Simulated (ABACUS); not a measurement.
Au: relaxation of cell and atoms

Au (Fm-3m, 1 atom in the cell), set up with Kohn-Sham DFT of a periodic cell, PBE, PseudoDojo NC SR 0.5 PBE standard (ABACUS 3.10.1).

The structure derives from an entry of the Crystallography Open Database.

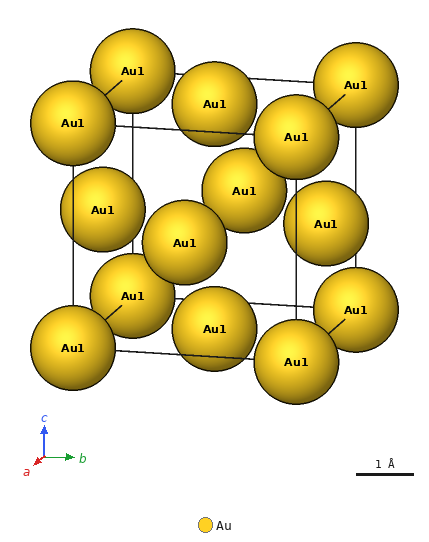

*The input geometry (spheres-only view of the cell 4 times as large as that of the calculation, set on its symmetry axes, seen slightly off an axis; atoms are numbered from 1 in the order of the input).*

## Input file
```python
"""Relaxation by an ASE optimiser with ABACUS as a small file-based calculator."""
import re
import subprocess
import numpy as np
from ase.calculators.calculator import Calculator, all_changes
from ase.filters import FrechetCellFilter
from ase.io import read
from ase.optimize import FIRE
from ase.stress import full_3x3_to_voigt_6_stress
from ase.units import Bohr, GPa

atoms = read("POSCAR")
atoms = atoms[(-atoms.numbers).argsort(kind="stable")]  # ABACUS lists atoms element by element
pseudo = {'Au': 'Au.upf'}
orbital = {'Au': 'Au_confined-atom_7au_2s1p1d.orb'}
magmoms = None
kmesh = [10, 10, 10]
params = {
    'suffix': 'Au',
    'calculation': 'scf',
    'basis_type': 'lcao',
    'pseudo_dir': './',
    'orbital_dir': './',
    'symmetry': 1,
    'dft_functional': 'pbe',
    'ecutwfc': 100,
    'pseudo_rcut': 10,
    'nspin': 1,
    'nbands': 10,
    'ks_solver': 'genelpa',
    'smearing_method': 'fd',
    'smearing_sigma': 0.00367493,
    'scf_thr': 1e-07,
    'scf_nmax': 100,
    'mixing_type': 'broyden',
    'mixing_beta': 0.7,
    'cal_force': 1,
    'cal_stress': 1,
    'out_mul': 1,
}


def write_input(atoms):
    symbols = atoms.get_chemical_symbols()
    elements = list(dict.fromkeys(symbols))
    lines = ["ATOMIC_SPECIES"] + [f"{e} {atoms.get_masses()[symbols.index(e)]:.4f} {pseudo[e]}" for e in elements]
    if orbital:
        lines += ["", "NUMERICAL_ORBITAL"] + [orbital[e] for e in elements]
    lines += ["", "LATTICE_CONSTANT", f"{1 / Bohr:.10f}", "", "LATTICE_VECTORS"]
    lines += [" ".join(f"{x:.10f}" for x in v) for v in atoms.cell]
    lines += ["", "ATOMIC_POSITIONS", "Direct"]
    for e in elements:
        lines += ["", e, "0.0", str(symbols.count(e))]
        for i, p in enumerate(atoms.get_scaled_positions(wrap=False)):
            if symbols[i] == e:
                mag = "" if magmoms is None else " mag " + " ".join(str(x) for x in (magmoms[i] if isinstance(magmoms[i], list) else [magmoms[i]]))
                lines.append(" ".join(f"{x:.10f}" for x in p) + " 1 1 1" + mag)
    open("STRU", "w").write("\n".join(lines) + "\n")
    open("KPT", "w").write("K_POINTS\n0\nGamma\n%d %d %d 0 0 0\n" % tuple(kmesh))
    open("INPUT", "w").write("INPUT_PARAMETERS\n" + "".join(f"{k:<20s}{v}\n" for k, v in params.items()))


class Abacus(Calculator):
    implemented_properties = ["energy", "free_energy", "forces", "stress"]

    def calculate(self, atoms=None, properties=("energy",), system_changes=all_changes):
        super().calculate(atoms, properties, system_changes)
        write_input(self.atoms)
        subprocess.run(['mpirun', '-np', '4', 'abacus'], check=True)
        log = open("OUT.Au/running_scf.log").read()
        if "charge density convergence is achieved" not in log:
            raise RuntimeError("SCF not converged")
        rows = lambda title, n: np.array([l.split()[-3:] for l in log.split(title)[-1].split("\n")[2:2 + n]], float)
        energy = float(re.findall(r"FINAL_ETOT_IS (\S+)", log)[-1])
        stress = -rows("TOTAL-STRESS", 3) / 10 * GPa  # ABACUS prints kbar, compression positive
        self.results = dict(energy=energy, free_energy=energy, forces=rows("TOTAL-FORCE", len(self.atoms)), stress=full_3x3_to_voigt_6_stress(stress))


atoms.calc = Abacus()
opt = FIRE(FrechetCellFilter(atoms), logfile="opt.log", trajectory="relax.traj")
print("optimiser converged:", opt.run(fmax=0.01, steps=60))
```

## File POSCAR
```
Au
1.0
    0.0000000000      2.0350000000      2.0350000000
    2.0350000000      0.0000000000      2.0350000000
    2.0350000000      2.0350000000      0.0000000000
Au
1
Direct
    0.0000000000      0.0000000000      0.0000000000
```

## File INPUT
```
INPUT_PARAMETERS
suffix              Au
calculation         scf
basis_type          lcao
pseudo_dir          ./
orbital_dir         ./
symmetry            1
dft_functional      pbe
ecutwfc             100
pseudo_rcut         10
nspin               1
nbands              10
ks_solver           genelpa
smearing_method     fd
smearing_sigma      0.00367493
scf_thr             1e-07
scf_nmax            100
mixing_type         broyden
mixing_beta         0.7
cal_force           1
cal_stress          1
out_mul             1
```

## File STRU
```
ATOMIC_SPECIES
Au 196.9666 Au.upf

NUMERICAL_ORBITAL
Au_confined-atom_7au_2s1p1d.orb

LATTICE_CONSTANT
1.8897261258

LATTICE_VECTORS
0.0000000000 2.0350000000 2.0350000000
2.0350000000 0.0000000000 2.0350000000
2.0350000000 2.0350000000 0.0000000000

ATOMIC_POSITIONS
Direct

Au
0.0
1
0.0000000000 0.0000000000 -0.0000000000 1 1 1
```

## File KPT
```
K_POINTS
0
Gamma
10 10 10 0 0 0
```

Run as:
```bash
OMP_NUM_THREADS=1 python run_abacus.py > log
```

## The program's output
```
ABACUS v3.10.1

               Atomic-orbital Based Ab-initio Computation at UStc

 ------------------------------------------------------------------------------------

 READING GENERAL INFORMATION
                           global_out_dir = OUT.Au/
                           global_in_card = INPUT
                               pseudo_dir = ./
                              orbital_dir = ./
                                    DSIZE = 4
                                    GSIZE = 1

 READING UNITCELL INFORMATION
                                    ntype = 1
                  lattice constant (Bohr) = 1.88973
              lattice constant (Angstrom) = 1

 READING ATOM TYPE 1
                               atom label = Au
                      L=0, number of zeta = 2
                      L=1, number of zeta = 1
                      L=2, number of zeta = 1
             number of atom for this type = 1

                        TOTAL ATOM NUMBER = 1
DIRECT COORDINATES
    atom                   x                   y                   z     mag                  vx                  vy                  vz
taud_Au1            0.0000000000        0.0000000000        0.0000000000  0.0000        0.0000000000        0.0000000000        0.0000000000

                          Volume (Bohr^3) = 113.742
                             Volume (A^3) = 16.8548

 Lattice vectors: (Cartesian coordinate: in unit of a_0)
                   +0              +2.035              +2.035
               +2.035                  +0              +2.035
               +2.035              +2.035                  +0
 Reciprocal vectors: (Cartesian coordinate: in unit of 2 pi/a_0)
              -0.2457             +0.2457             +0.2457
              +0.2457             -0.2457             +0.2457
              +0.2457             +0.2457             -0.2457
 The esolver type has been set to : ksdft_lcao

                PAO radial cut off (Bohr) = 10

 Read in pseudopotential file is Au.upf
                     pseudopotential type = NC
          exchange-correlation functional = PBE
                 nonlocal core correction = 1
                        valence electrons = 19
                                     lmax = 3
                           number of zeta = 4
                     number of projectors = 7
                           L of projector = 0
                           L of projector = 0
                           L of projector = 1
                           L of projector = 1
                           L of projector = 2
                           L of projector = 2
                           L of projector = 3
     initial pseudo atomic orbital number = 10

 SETUP THE ELECTRONS NUMBER
            electron number of element Au = 19
      total electron number of element Au = 19
            AUTOSET number of electrons:  = 19
                           occupied bands = 10
 !!!!!!!!!!!!!!!!!!!!!!!!!!!!!!!!!!!!!!!!!!!!!!!!!!!!!!!!!
                         NOTICE
 !!!!!!!!!!!!!!!!!!!!!!!!!!!!!!!!!!!!!!!!!!!!!!!!!!!!!!!!!

 for smearing, num. of bands > num. of occupied bands
 CHECK IN FILE : OUT.Au/warning.log

 !!!!!!!!!!!!!!!!!!!!!!!!!!!!!!!!!!!!!!!!!!!!!!!!!!!!!!!!!
                         NOTICE
 !!!!!!!!!!!!!!!!!!!!!!!!!!!!!!!!!!!!!!!!!!!!!!!!!!!!!!!!!
 Check in file : OUT.Au/warning.log
```

## Standard output
```
ABACUS v3.10.1

               Atomic-orbital Based Ab-initio Computation at UStc

 !!!!!!!!!!!!!!!!!!!!!!!!!!!!!!!!!!!!!!!!!!!!!!!!!!!!!!!!!
                         NOTICE
 !!!!!!!!!!!!!!!!!!!!!!!!!!!!!!!!!!!!!!!!!!!!!!!!!!!!!!!!!

 for smearing, num. of bands > num. of occupied bands
 CHECK IN FILE : OUT.Au/warning.log

 !!!!!!!!!!!!!!!!!!!!!!!!!!!!!!!!!!!!!!!!!!!!!!!!!!!!!!!!!
                         NOTICE
 !!!!!!!!!!!!!!!!!!!!!!!!!!!!!!!!!!!!!!!!!!!!!!!!!!!!!!!!!
```

## File warning.log
```
ElecState::cal_nbands  warning : for smearing, num. of bands > num. of occupied bands
```

## What the run reported

| quantity | value |
| --- | --- |
| outcome | refused by the program |
| space group (tolerance 0.01 Å) | Fm-3m (225) |
| electrons treated | 19 |
| hardware | 4 threads of Intel Xeon (Sapphire Rapids), 16 GiB of memory available, shared host |

## Diagnosis

The program refused the input: “for smearing, num. of bands > num. of occupied bands”
